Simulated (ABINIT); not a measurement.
**ZrC: geometry relaxation (part 1 of 2)**

- system: ZrC (Fm-3m, 2 atoms in the cell)
- method: Kohn-Sham DFT of a periodic cell, LDA, PseudoDojo NC SR LDA v0.4.1 standard, no spin polarisation (ABINIT 10.8.3)

The structure derives from an entry of the Crystallography Open Database.

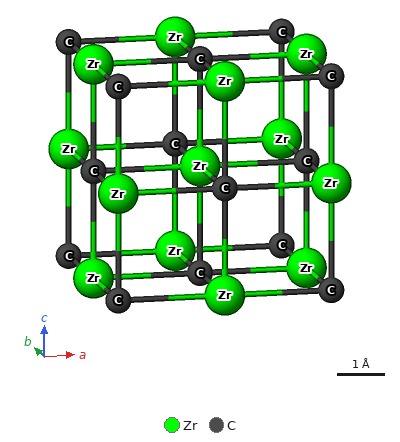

Fig. 1: The structure as given in the input (ball-and-stick view of the cell 4 times as large as that of the calculation, set on its symmetry axes, seen slightly off an axis). An atom can appear more than once, as a periodic image. Near neighbours in the periodic cell (some may lie outside the picture): Zr has 6 C at 2.37 Å; C has 6 Zr at 2.37 Å.

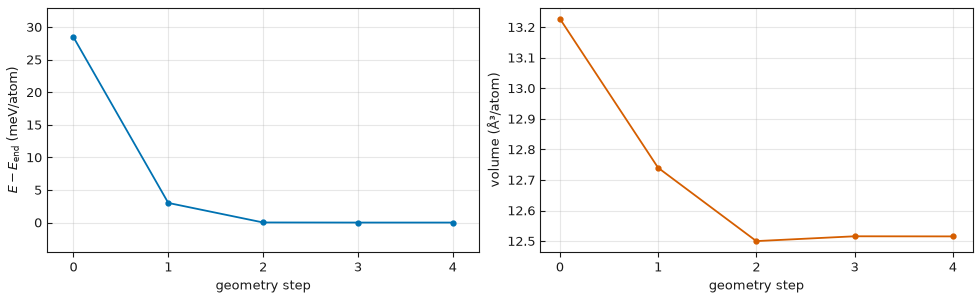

Fig. 2: Progress of the relaxation, step by step (steps are counted from 0).

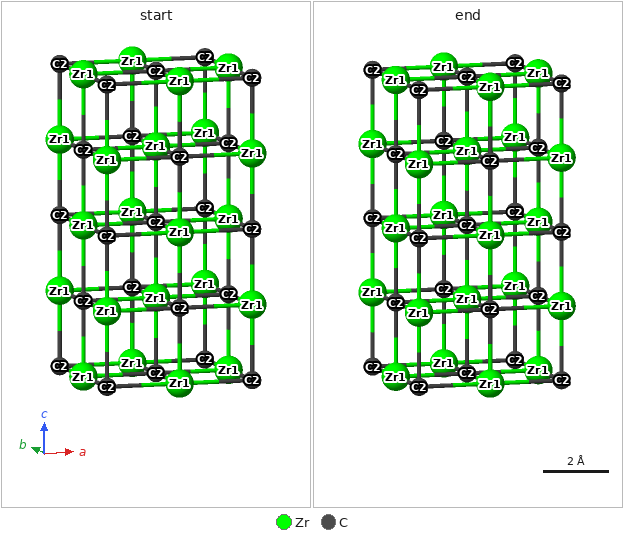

Fig. 3: Before (left) and after (right) the relaxation, at one scale (ball-and-stick view of the cell 4 times as large as that of the calculation, set on its symmetry axes, repeated 1 × 1 × 2, seen slightly off an axis). After 4 geometry steps the energy has fallen by 28.5 meV per atom. All forces vanish by symmetry, so only the cell relaxes. The atoms keep their places relative to the cell (all moves are under 0.005 Å). The volume changes by −5.4 %, with a = b = c 4.730 → 4.643 Å (−1.8 %). Among the contacts that change: Zr1–C2 2.365 → 2.322 Å. The space group stays Fm-3m (No. 225). (Atoms are counted from 1 in the order of the input.)

The input and output of the run follow.

## Input file
```
# Pseudopotentials
pp_dirpath "./"
pseudos "Zr.upf, C.upf"

# Structure
acell 3*1.0
rprim
     0.0000000000     4.4692022847     4.4692022847
     4.4692022847     0.0000000000     4.4692022847
     4.4692022847     4.4692022847     0.0000000000
ntypat 2
znucl 40 6
natom 2
typat 1 2
chkprim 0
chksymtnons 0
tolsym 1.0e-6
xred
            1/2            1/2            1/2
            0.0            0.0            0.0

# Plane-wave basis
ecut 1115.666836 eV
ecutsm 0.5

# k points
kptopt 1
ngkpt 8 8 8
nshiftk 1
shiftk 0.0 0.0 0.0

# Exchange and correlation
ixc 7

# Bands and occupations
nband 12
occopt 3
tsmear 0.05 eV

# SCF cycle
nstep 80
tolvrs 1.0e-12

# Output
iomode 3
prteig 0
prtebands 0
prtwf 0
prtden 0

# Relaxation
ionmov 2
optcell 2
ntime 50
tolmxf 2.0e-5
dilatmx 1.08
```

Run as:
```bash
mpirun --bind-to none -np 4 abinit run.abi > log 2>&1
```

## The program's output
```
.Version 10.8.3 of ABINIT
 Symmetries : space group Fm -3 m (#225); Bravais cF (face-center cubic)
================================================================================
 Values of the parameters that define the memory need of the present run
     intxc =       0    ionmov =       2      iscf =       7    lmnmax =       6
     lnmax =       6     mgfft =      40  mpssoang =       3    mqgrid =    3001
     natom =       2  nloc_mem =       1    nspden =       1   nspinor =       1
    nsppol =       1      nsym =      48    n1xccc =    2501    ntypat =       2
    occopt =       3   xclevel =       1
       mpw =        2840          nfft =       64000          nkpt =          29
================================================================================
================================================================================

--------------------------------------------------------------------------------
------------- Echo of variables that govern the present computation ------------
--------------------------------------------------------------------------------
 -outvars: echo values of preprocessed input variables --------
            acell      1.0000000000E+00  1.0000000000E+00  1.0000000000E+00 Bohr
              amu      9.12240000E+01  1.20110000E+01
          chkprim           0
      chksymtnons           0
          dilatmx      1.08000000E+00
             ecut      4.10000000E+01 Hartree
           ecutsm      5.00000000E-01 Hartree
           ionmov           2
              ixc           7
         kptrlatt        8    0    0      0    8    0      0    0    8
          kptrlen      5.05632519E+01
            natom           2
            nband          12
            ngfft          40      40      40
             nkpt          29
            nstep          80
             nsym          48
            ntime          50
           ntypat           2
           occopt           3
          optcell           2
           prtden           0
        prtebands           0
           prteig           0
            prtwf           0
            rprim      0.0000000000E+00  4.4692022847E+00  4.4692022847E+00
                       4.4692022847E+00  0.0000000000E+00  4.4692022847E+00
                       4.4692022847E+00  4.4692022847E+00  0.0000000000E+00
          spgroup         225
           tolmxf      2.00000000E-05
           tolsym      1.00000000E-06
           tolvrs      1.00000000E-12
           tsmear      1.83746611E-03 Hartree
            typat      1  2
           xangst      2.3649999984E+00  2.3649999984E+00  2.3649999984E+00
                       0.0000000000E+00  0.0000000000E+00  0.0000000000E+00
            xcart      4.4692022847E+00  4.4692022847E+00  4.4692022847E+00
                       0.0000000000E+00  0.0000000000E+00  0.0000000000E+00
             xred      5.0000000000E-01  5.0000000000E-01  5.0000000000E-01
                       0.0000000000E+00  0.0000000000E+00  0.0000000000E+00
            znucl       40.00000    6.00000

================================================================================

 chkinp: Checking input parameters for consistency.

================================================================================
== DATASET  1 ==================================================================

--- !DatasetInfo
iteration_state: {dtset: 1, }
dimensions: {natom: 2, nkpt: 29, mband: 12, nsppol: 1, nspinor: 1, nspden: 1, mpw: 2840, }
cutoff_energies: {ecut:  41.0, pawecutdg:  -1.0, }
electrons: {nelect:   1.60000000E+01, charge:   0.00000000E+00, occopt:   3.00000000E+00, tsmear:   1.83746611E-03, }
meta: {optdriver: 0, ionmov: 2, optcell: 2, iscf: 7, paral_kgb: 0, }
...

 Exchange-correlation functional for the present dataset will be:
  LDA: Perdew-Wang 92 LSD fit to Ceperley-Alder data - ixc=7
  J.P.Perdew and Y.Wang, PRB 45, 13244 (1992)

 Real(R)+Recip(G) space primitive vectors, cartesian coordinates (Bohr,Bohr^-1):
 R(1)=  0.0000000  4.4692023  4.4692023  G(1)= -0.1118768  0.1118768  0.1118768
 R(2)=  4.4692023  0.0000000  4.4692023  G(2)=  0.1118768 -0.1118768  0.1118768
 R(3)=  4.4692023  4.4692023  0.0000000  G(3)=  0.1118768  0.1118768 -0.1118768
 Unit cell volume ucvol=  1.7853363E+02 bohr^3
 Angles (23,13,12)=  6.00000000E+01  6.00000000E+01  6.00000000E+01 degrees

 getcut: wavevector=  0.0000  0.0000  0.0000  ngfft=  40  40  40
         ecut(hartree)=     47.822   => boxcut(ratio)=   2.03299

--- Pseudopotential description ------------------------------------------------
- pspini: atom type   1  psp file is ./Zr.upf
  40.00000  12.00000  180309                  znucl, zion, pspdat
12 -1012 2 -1 1584                            pspcod,pspxc,lmax,lloc,mmax
     nproj     2     2     2

- pspini: atom type   2  psp file is ./C.upf
   6.00000   4.00000  180309                  znucl, zion, pspdat
12 -1012 1 -1 1234                            pspcod,pspxc,lmax,lloc,mmax
     nproj     2     2     0

   3.71618947E+02                                ecore*ucvol(ha*bohr**3)
--------------------------------------------------------------------------------

================================================================================

=== [ionmov= 2] Broyden-Fletcher-Goldfarb-Shanno method (forces)
================================================================================

--- Iteration: ( 1/50) Internal Cycle: (1/1)
--------------------------------------------------------------------------------

---SELF-CONSISTENT-FIELD CONVERGENCE--------------------------------------------

--- !BeginCycle
iteration_state: {dtset: 1, itime: 1, icycle: 1, }
solver: {iscf: 7, nstep: 80, nline: 4, wfoptalg: 0, }
tolerances: {tolvrs: 1.00E-12, }
...

     iter   Etot(hartree)      deltaE(h)  residm     vres2
 ETOT  1  -56.575626318177    -5.658E+01 8.303E-02 1.267E+03
 ETOT  2  -56.452297489879     1.233E-01 7.730E-02 2.267E+03
 ETOT  3  -56.783030967101    -3.307E-01 2.402E-02 1.634E+00
 ETOT  4  -56.783337563186    -3.066E-04 3.010E-03 1.084E+00
 ETOT  5  -56.783322090636     1.547E-05 6.624E-04 1.174E+00
 ETOT  6  -56.783488184861    -1.661E-04 5.374E-04 1.654E-01
 ETOT  7  -56.783516429050    -2.824E-05 1.109E-04 1.798E-05
 ETOT  8  -56.783516439771    -1.072E-08 7.452E-05 1.680E-05
 ETOT  9  -56.783516442546    -2.775E-09 1.026E-04 4.770E-07
 ETOT 10  -56.783516442604    -5.748E-11 5.150E-05 2.168E-08
 ETOT 11  -56.783516442604    -1.705E-13 9.769E-05 2.584E-10
 ETOT 12  -56.783516442606    -1.570E-12 4.813E-05 4.850E-11
 ETOT 13  -56.783516442604     1.123E-12 9.044E-05 9.932E-15

 At SCF step   13       vres2   =  9.93E-15 < tolvrs=  1.00E-12 =>converged.

 Cartesian components of stress tensor (hartree/bohr^3)
  sigma(1 1)=  4.15071803E-04  sigma(3 2)=  0.00000000E+00
  sigma(2 2)=  4.15071803E-04  sigma(3 1)=  0.00000000E+00
  sigma(3 3)=  4.15071803E-04  sigma(2 1)=  0.00000000E+00

--- !ResultsGS
iteration_state: {dtset: 1, itime: 1, icycle: 1, }
comment   : Summary of ground state results
lattice_vectors:
- [  0.0000000,   4.4692023,   4.4692023, ]
- [  4.4692023,   0.0000000,   4.4692023, ]
- [  4.4692023,   4.4692023,   0.0000000, ]
lattice_lengths: [   6.32041,    6.32041,    6.32041, ]
lattice_angles: [ 60.000,  60.000,  60.000, ] # degrees, (23, 13, 12)
lattice_volume:   1.7853363E+02
convergence: {deltae:  1.123E-12, res2:  9.932E-15, residm:  9.044E-05, diffor: null, }
etotal    :  -5.67835164E+01
entropy   :   0.00000000E+00
fermie    :   3.96619162E-01
cartesian_stress_tensor: # hartree/bohr^3
- [  4.15071803E-04,   0.00000000E+00,   0.00000000E+00, ]
- [  0.00000000E+00,   4.15071803E-04,   0.00000000E+00, ]
- [  0.00000000E+00,   0.00000000E+00,   4.15071803E-04, ]
pressure_GPa:  -1.2212E+01
xred      :
- [  5.0000E-01,   5.0000E-01,   5.0000E-01, Zr]
- [  0.0000E+00,   0.0000E+00,   0.0000E+00,  C]
cartesian_forces: # hartree/bohr
- [ -0.00000000E+00,  -0.00000000E+00,  -0.00000000E+00, ]
- [ -0.00000000E+00,  -0.00000000E+00,  -0.00000000E+00, ]
force_length_stats: {min:   0.00000000E+00, max:   0.00000000E+00, mean:   0.00000000E+00, }
...

 Integrated electronic density in atomic spheres:
 ------------------------------------------------
 Atom  Sphere_radius  Integrated_density
    1        2.00000          8.36940671
    2        2.00000          3.77605448

---OUTPUT-----------------------------------------------------------------------

 Cartesian coordinates (xcart) [bohr]
  4.46920228470000E+00  4.46920228470000E+00  4.46920228470000E+00
  0.00000000000000E+00  0.00000000000000E+00  0.00000000000000E+00
 Reduced coordinates (xred)
  5.00000000000000E-01  5.00000000000000E-01  5.00000000000000E-01
  0.00000000000000E+00  0.00000000000000E+00  0.00000000000000E+00
 Cartesian forces (fcart) [Ha/bohr]; max,rms= 0.00000E+00 0.00000E+00 (free atoms)
 -0.00000000000000E+00 -0.00000000000000E+00 -0.00000000000000E+00
 -0.00000000000000E+00 -0.00000000000000E+00 -0.00000000000000E+00
 Gradient of E wrt nuclear positions in reduced coordinates (gred)
  0.00000000000000E+00  0.00000000000000E+00  0.00000000000000E+00
  0.00000000000000E+00  0.00000000000000E+00  0.00000000000000E+00
 Scale of Primitive Cell (acell) [bohr]
  1.00000000000000E+00  1.00000000000000E+00  1.00000000000000E+00
 Real space primitive translations (rprimd) [bohr]
  0.00000000000000E+00  4.46920228470000E+00  4.46920228470000E+00
  4.46920228470000E+00  0.00000000000000E+00  4.46920228470000E+00
  4.46920228470000E+00  4.46920228470000E+00  0.00000000000000E+00
 Unitary Cell Volume (ucvol) [Bohr^3]=  1.78533628648057E+02
 Angles (23,13,12)= [degrees]
  6.00000000000000E+01  6.00000000000000E+01  6.00000000000000E+01
 Lengths [Bohr]
  6.32040648401156E+00  6.32040648401156E+00  6.32040648401156E+00
 Stress tensor in cartesian coordinates (strten) [Ha/bohr^3]
  4.15071802913086E-04  0.00000000000000E+00  0.00000000000000E+00
  0.00000000000000E+00  4.15071802913086E-04  0.00000000000000E+00
  0.00000000000000E+00  0.00000000000000E+00  4.15071802913088E-04
 Total energy (etotal) [Ha]= -5.67835164426044E+01

--- Iteration: ( 2/50) Internal Cycle: (1/1)
--------------------------------------------------------------------------------

---SELF-CONSISTENT-FIELD CONVERGENCE--------------------------------------------

--- !BeginCycle
iteration_state: {dtset: 1, itime: 2, icycle: 1, }
solver: {iscf: 7, nstep: 80, nline: 4, wfoptalg: 0, }
tolerances: {tolvrs: 1.00E-12, }
...

     iter   Etot(hartree)      deltaE(h)  residm     vres2
 ETOT  1  -56.781878811756    -5.678E+01 1.318E-04 3.566E+01
 ETOT  2  -56.782182512399    -3.037E-04 1.748E-04 2.234E+01
 ETOT  3  -56.784929820628    -2.747E-03 9.575E-05 3.011E+00
 ETOT  4  -56.785385501914    -4.557E-04 9.279E-05 5.503E-03
 ETOT  5  -56.785386311751    -8.098E-07 5.080E-05 3.690E-05
 ETOT  6  -56.785386315708    -3.957E-09 6.060E-05 1.646E-06
 ETOT  7  -56.785386315960    -2.523E-10 3.541E-05 1.558E-08
 ETOT  8  -56.785386315962    -1.791E-12 4.241E-05 9.788E-12
 ETOT  9  -56.785386315962    -4.050E-13 2.432E-05 9.660E-13

 At SCF step    9       vres2   =  9.66E-13 < tolvrs=  1.00E-12 =>converged.

 Cartesian components of stress tensor (hartree/bohr^3)
  sigma(1 1)=  1.43890460E-04  sigma(3 2)=  0.00000000E+00
  sigma(2 2)=  1.43890460E-04  sigma(3 1)=  0.00000000E+00
  sigma(3 3)=  1.43890460E-04  sigma(2 1)=  0.00000000E+00

--- !ResultsGS
iteration_state: {dtset: 1, itime: 2, icycle: 1, }
comment   : Summary of ground state results
lattice_vectors:
- [  0.0000000,   4.4135511,   4.4135511, ]
- [  4.4135511,   0.0000000,   4.4135511, ]
- [  4.4135511,   4.4135511,   0.0000000, ]
lattice_lengths: [   6.24170,    6.24170,    6.24170, ]
lattice_angles: [ 60.000,  60.000,  60.000, ] # degrees, (23, 13, 12)
lattice_volume:   1.7194695E+02
convergence: {deltae: -4.050E-13, res2:  9.660E-13, residm:  2.432E-05, diffor: null, }
etotal    :  -5.67853863E+01
entropy   :   0.00000000E+00
fermie    :   4.15060401E-01
cartesian_stress_tensor: # hartree/bohr^3
- [  1.43890460E-04,   0.00000000E+00,   0.00000000E+00, ]
- [  0.00000000E+00,   1.43890460E-04,   0.00000000E+00, ]
- [  0.00000000E+00,   0.00000000E+00,   1.43890460E-04, ]
pressure_GPa:  -4.2334E+00
xred      :
- [  5.0000E-01,   5.0000E-01,   5.0000E-01, Zr]
- [  0.0000E+00,   0.0000E+00,   0.0000E+00,  C]
cartesian_forces: # hartree/bohr
- [ -0.00000000E+00,  -0.00000000E+00,  -0.00000000E+00, ]
- [ -0.00000000E+00,  -0.00000000E+00,  -0.00000000E+00, ]
force_length_stats: {min:   0.00000000E+00, max:   0.00000000E+00, mean:   0.00000000E+00, }
...

 Integrated electronic density in atomic spheres:
 ------------------------------------------------
 Atom  Sphere_radius  Integrated_density
    1        2.00000          8.40504953
    2        2.00000          3.83544573

---OUTPUT-----------------------------------------------------------------------

 Cartesian coordinates (xcart) [bohr]
  4.41355108920319E+00  4.41355108920319E+00  4.41355108920319E+00
  0.00000000000000E+00  0.00000000000000E+00  0.00000000000000E+00
 Reduced coordinates (xred)
  5.00000000000000E-01  5.00000000000000E-01  5.00000000000000E-01
  0.00000000000000E+00  0.00000000000000E+00  0.00000000000000E+00
 Cartesian forces (fcart) [Ha/bohr]; max,rms= 0.00000E+00 0.00000E+00 (free atoms)
 -0.00000000000000E+00 -0.00000000000000E+00 -0.00000000000000E+00
 -0.00000000000000E+00 -0.00000000000000E+00 -0.00000000000000E+00
 Gradient of E wrt nuclear positions in reduced coordinates (gred)
  0.00000000000000E+00  0.00000000000000E+00  0.00000000000000E+00
  0.00000000000000E+00  0.00000000000000E+00  0.00000000000000E+00
 Scale of Primitive Cell (acell) [bohr]
  6.24170380857770E+00  6.24170380857770E+00  6.24170380857770E+00
 Real space primitive translations (rprimd) [bohr]
  0.00000000000000E+00  4.41355108920319E+00  4.41355108920319E+00
  4.41355108920319E+00  0.00000000000000E+00  4.41355108920319E+00
  4.41355108920319E+00  4.41355108920319E+00  0.00000000000000E+00
 Unitary Cell Volume (ucvol) [Bohr^3]=  1.71946947383961E+02
 Angles (23,13,12)= [degrees]
  6.00000000000000E+01  6.00000000000000E+01  6.00000000000000E+01
 Lengths [Bohr]
  6.24170380857770E+00  6.24170380857770E+00  6.24170380857770E+00
 Stress tensor in cartesian coordinates (strten) [Ha/bohr^3]
  1.43890460185786E-04  0.00000000000000E+00  0.00000000000000E+00
  0.00000000000000E+00  1.43890460185788E-04  0.00000000000000E+00
  0.00000000000000E+00  0.00000000000000E+00  1.43890460185789E-04
 Total energy (etotal) [Ha]= -5.67853863159624E+01
```
